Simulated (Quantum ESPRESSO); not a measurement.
# Energy of PbS along an even scaling of the cell

System: PbS (Cmcm, 4 atoms in the cell).
Method: Kohn-Sham DFT of a periodic cell, r2SCAN, SG15 PBE 1.2, no spin polarisation (Quantum ESPRESSO 7.5).

The 7 runs differ only in the geometry, by an even scaling of the cell at fixed fractional positions. The structure derives from a Materials Project entry.

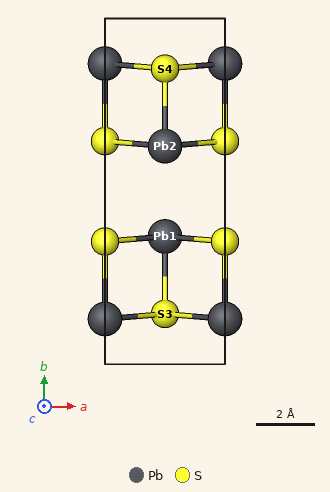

Figure 1. The structure of run 4 (ball-and-stick view of the cell 2 times as large as that of the calculation, set on its symmetry axes, along the c axis; atoms are numbered from 1 in the order of the input). An atom can appear more than once, as a periodic image.

### Input of run 4
```
&CONTROL
  calculation = 'scf'
  prefix = 'pwscf'
  outdir = './tmp'
  pseudo_dir = './pseudo'
  tstress = .true.
  disk_io = 'nowf'
/
&SYSTEM
  ibrav = 0
  nat = 4
  ntyp = 2
  ecutwfc = 56
  nbnd = 28
  input_dft = 'r2scan'
  occupations = 'smearing'
  smearing = 'fd'
  degauss = 0.00367493
  nosym = .true.
  nr1 = 60
  nr2 = 60
  nr3 = 40
/
&ELECTRONS
  conv_thr = 1d-08
  electron_maxstep = 120
  mixing_beta = 0.5
/
ATOMIC_SPECIES
Pb   207.2000 Pb_ONCV_PBE-1.2.upf
S     32.0600 S_ONCV_PBE-1.2.upf
CELL_PARAMETERS angstrom
   2.0799526950   -5.9912968650    0.0000000000
   2.0799526950    5.9912968650    0.0000000000
   0.0000000000    0.0000000000    4.2793209400
ATOMIC_POSITIONS crystal
Pb     0.1305633500    0.8694366500    0.2500000000
Pb     0.8694366500    0.1305633500    0.7500000000
S      0.3547970900    0.6452029100    0.2500000000
S      0.6452029100    0.3547970900    0.7500000000
K_POINTS automatic
4 4 3 0 0 0
```

Command:
```bash
OMP_NUM_THREADS=1 mpirun -n 2 pw.x -nk 2 -in pw.in > pw.out
```

Run 2 differs from it as follows:
```diff
-   2.0799526950   -5.9912968650    0.0000000000
-   2.0799526950    5.9912968650    0.0000000000
-   0.0000000000    0.0000000000    4.2793209400
+   2.0518417802   -5.9103234677    0.0000000000
+   2.0518417802    5.9103234677    0.0000000000
+   0.0000000000    0.0000000000    4.2214851889
```

### Results, with one run withheld

| run | volume per atom (Å³) | free energy per atom, from the lowest run given (meV) | pressure (GPa) | gap on the mesh (eV) |
| --- | --- | --- | --- | --- |
| 1 | 25.064 | 9.98 | 2.83 | 1.36 |
| 2 | 25.597 | ? | ? | ? |
| 3 | 26.130 | 0.00 | 0.13 | 1.45 |
| 4 | 26.664 | 1.29 | −1.02 | 1.49 |
| 5 | 27.197 | 6.17 | −2.04 | 1.52 |
| 6 | 27.730 | 14.31 | −2.96 | 1.55 |
| 7 | 28.263 | 25.33 | −3.78 | 1.57 |

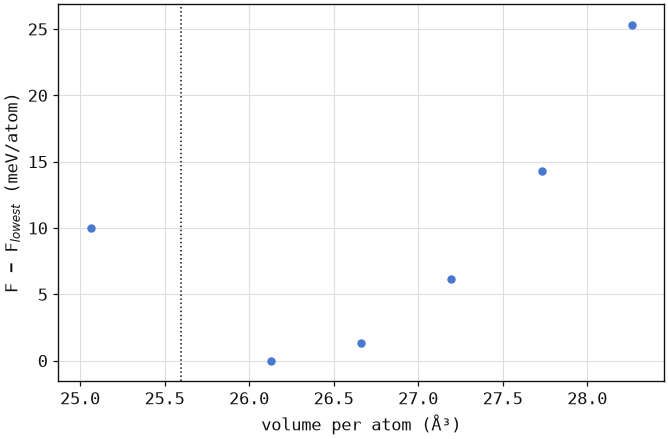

Figure 2. Free energy per atom of the runs given; the dotted line marks run 2.

What should run 2 give?

A cubic polynomial in V^(−2/3) (the Birch–Murnaghan form), fitted to the 6 runs given, misses them by at most 0.01 meV per atom. With x = V^(−2/3) − 0.11165 Å⁻², it reads F = 2.243 − 2765.1 x + 8.2994e+05 x² + 1.3937e+06 x³ (meV per atom). At run 2 it gives 2.75 meV per atom, and the run itself gives 2.74. The slope of the fit gives a pressure −dF/dV of 1.48 GPa there, and the run prints 1.40 GPa. The two needn't agree exactly: the fit is approximate, and the printed stress is taken on a finite basis. The fit has its minimum at 26.218 Å³ per atom, where V d²F/dV² gives 58.4 GPa. Cell shape and fractional positions are held, so this is the stiffness under even scaling; the relaxed bulk modulus wasn't computed and can be far lower in a crystal of layers, chains or molecules like this one. The gap on the mesh goes, without turning, from 1.36 eV in run 1 to 1.57 eV in run 7; run 2 has 1.41 eV. These are gaps of this functional on this mesh, which can miss the band edges; they aren't the measured gap.

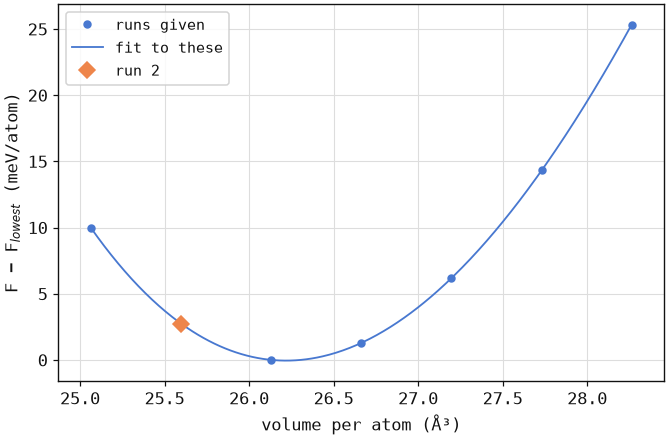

Figure 3. The fit and the withheld run.

### Some lines of the output (run 2)
```
[...]
     total energy              =    -265.34495784 Ry
     total energy              =    -265.57923286 Ry
     total energy              =    -265.58837580 Ry
     total energy              =    -265.59990358 Ry
     total energy              =    -265.60037148 Ry
     total energy              =    -265.60041992 Ry
     total energy              =    -265.60042577 Ry
     total energy              =    -265.60042680 Ry
     total energy              =    -265.60042687 Ry
     the Fermi energy is     9.1784 ev
!    total energy              =    -265.60042688 Ry
     The total energy is F=E-TS. E is the sum of the following terms:
     Computing stress (Cartesian axis) and pressure
          total   stress  (Ry/bohr**3)                   (kbar)     P=       14.01
```

Notes: Further notes kept with the run: potentials made for another functional. Points of doubt noted for this run: coarse mesh; potentials made for another functional. Spin–orbit coupling is left out, which matters for Pb.
